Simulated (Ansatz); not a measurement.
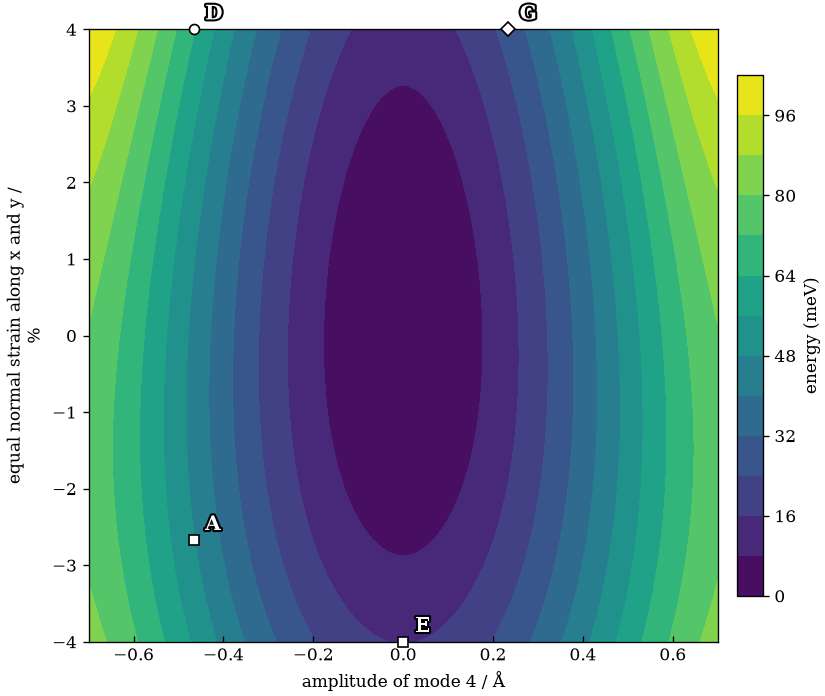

Na (P6_3/mmc, No. 194; 2 atoms in the cell). 
- The energy is mapped over a normal mode and a strain (zone-centre modes of the 2-atom cell of this scan) (x along [1 0 0], y along [1 2 0], z along [0 0 1] of the conventional cell).
- First axis: amplitude of mode 4 (55 cm⁻¹), largest displacement in the unstrained cell. Second axis: equal normal strain along x and y.
- Nothing is relaxed (the pattern is fixed in fractional coordinates).
- The scan uses a 7 × 7 grid; 28 points were computed and 21 follow by symmetry.
- Points are written as (first, second).
- Energies: meV per cell, counted from the lowest grid point.
- Method: DFT PBE, scalar-relativistic, plane waves, PAW in Ansatz 0.2.0. Settings: cutoff 520 eV, k-mesh 15×15×8 in the order of the run's cell vectors, gaussian smearing 0.15 eV, no spin polarisation.

Drawn: filled contours, lettered points. Between grid points the surface is interpolated.

Question: Is D the lowest point of the computed grid?

Answer: No. D lies 65 meV above the lowest grid point, which is at (0.000 Å, 0.00 %).

Question: Rank the lettered points by energy, lowest first.

Answer: E (16 meV), G (27 meV), A (48 meV), D (65 meV).
